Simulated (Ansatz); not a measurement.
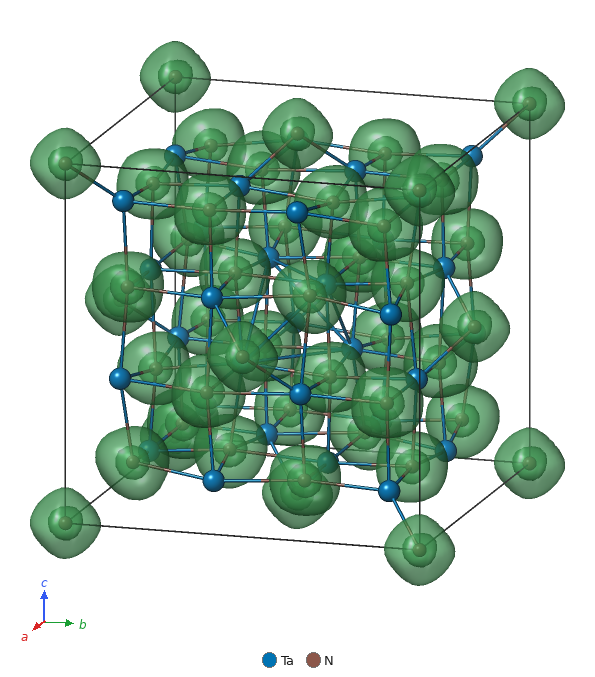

The picture shows: Ta8N9. Isosurface of the ELF at 0.65 (green), seen slightly off an axis. Core shells and regions of very low density are left out. Sticks mark near contacts.

Space group F-43m; a generated structure, not necessarily the stable one; computed without spin polarisation.

The calculation used Ansatz 0.2.0, DFT LDA, scalar-relativistic, plane waves, PAW.

Core electrons are frozen (PAW), and the valence fields are smoothed inside the atomic spheres.

Ta8N9, 68 atoms, a = 8.88 Å, b = 8.88 Å, c = 8.88 Å, α = 90.00°, β = 90.00°, γ = 90.00°.

Q: What do the ELF domains correspond to?

A: The ELF exceeds this value in 36 regions wrapped around N (the valence shell of each), counted in one cell of 68 atoms. Any copies at cell faces, edges or corners count once. Along the contacts the grid gives the following. Ta–N (1.92 Å): the ELF peaks at about 0.85 in the valence shell of N, 0.6 Å from its nucleus, and is about 0.40 at the midpoint. Ta–Ta (2.96 Å): the ELF is about 0.30 at the midpoint (no localised pair shows between them).

Q: Metal or insulator at this level of theory?

A: It is metallic or semimetallic at this level of theory: no gap opens; semilocal functionals without U, or without the true magnetic order, often close the gap of such compounds.
